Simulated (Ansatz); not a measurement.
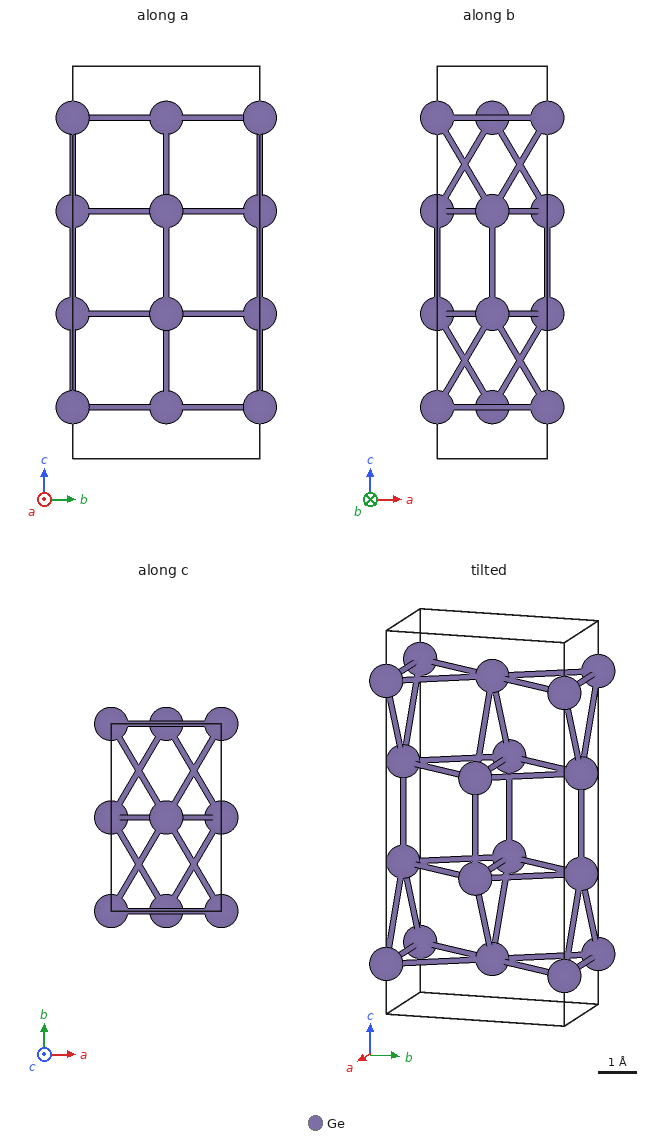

Ball-and-stick drawing of the structure, looking along the a axis, along the b axis, along the c axis and slightly off an axis. The lines enclose the conventional unit cell; boundary atoms appear with their images.

Lattice parameters: a = 2.9118 Å, b = 4.9470 Å, c = 10.3630 Å, α = 90.000°, β = 90.000°, γ = 90.000°.

Put the structure into a CIF with its space group and independent sites, with free fractional coordinates to two decimals.

```cif
data_structure
_symmetry_space_group_name_H-M 'F m m m'
_symmetry_Int_Tables_number 69
_cell_length_a 2.9118
_cell_length_b 4.9470
_cell_length_c 10.3630
_cell_angle_alpha 90.000
_cell_angle_beta 90.000
_cell_angle_gamma 90.000
_cell_volume 149.28
loop_
_atom_site_label
_atom_site_type_symbol
_atom_site_symmetry_multiplicity
_atom_site_Wyckoff_symbol
_atom_site_fract_x
_atom_site_fract_y
_atom_site_fract_z
_atom_site_occupancy
Ge1 Ge 8 i 0.50 0.00 0.37 1
```

The structure comes from a structure type filled with this element by a generator (whether the element takes this form wasn't checked). The geometry was optimised with DFT PBEsol, scalar-relativistic, plane waves, PAW in Ansatz 0.2.0.
